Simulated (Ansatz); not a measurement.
TiSi31C32 (cell with a defect)

TiSi31C32 (cell with a defect), 64 atoms, a = 8.19 Å, b = 8.19 Å, c = 10.13 Å, α = 90.00°, β = 90.00°, γ = 98.21°.

The program warned that a starting moment wasn't kept; spin-polarised, but the moments vanished.

Method: DFT PBE, scalar-relativistic, plane waves, PAW in Ansatz 0.2.0.

The density is the valence pseudo-density of a PAW calculation; it isn't the true density close to the nuclei.

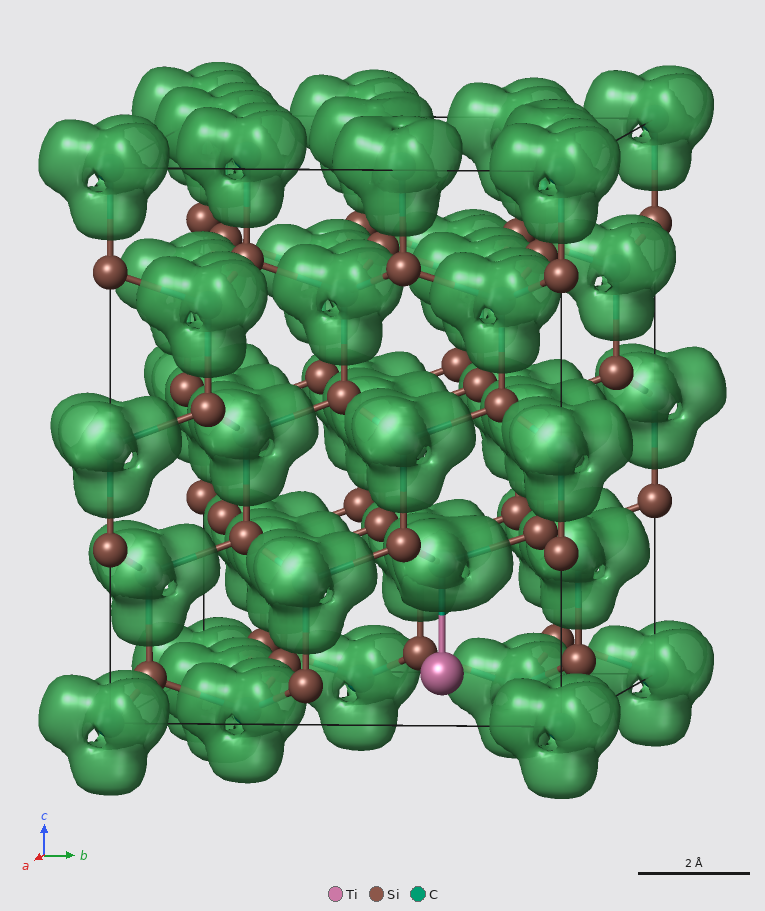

Figure 1. Isosurface of the ELF at 0.7 (green), seen slightly off an axis. Core shells and regions of very low density are left out. Sticks mark near contacts.

> Describe the localisation domains.

The surface consists of 32 regions on C in which the atom's valence shell and bonds are merged, counted in one cell of 64 atoms. Any copies at cell faces, edges or corners count once.


Si–C (1.87 Å): the ELF peaks at about 0.90 between the atoms; a shared electron pair. Ti–C (2.00 Å): the ELF peaks at about 0.85 in the valence shell of C, 0.7 Å from its nucleus, and is about 0.45 at the midpoint.

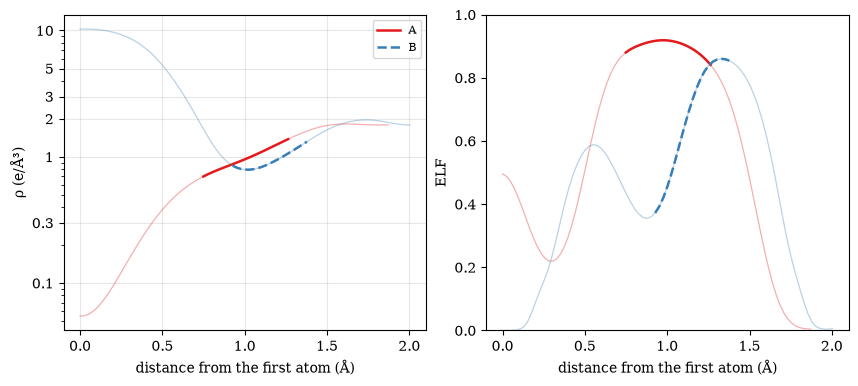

Figure 2. Valence pseudo-density and ELF along straight lines between neighbouring atoms. Thin, pale parts lie inside the atomic spheres.

> Which curve belongs to which contact (Si–C and Ti–C)? The first atom named is at distance zero.

Curve A: Si–C (1.87 Å): ρ is about 0.88 e/Å³ halfway; the ELF peaks at about 0.90 between the atoms: localised, covalent bonding. Curve B: Ti–C (2.00 Å): the density is about 0.79 e/Å³ at the midpoint; the ELF peaks at about 0.85 in the valence shell of C, 0.7 Å from its nucleus, and is about 0.45 at the midpoint.

> Does the calculation give a band gap?

It is gapped, with a Kohn–Sham gap of 2.5 eV on the k-point mesh, an upper bound to the gap of this method.
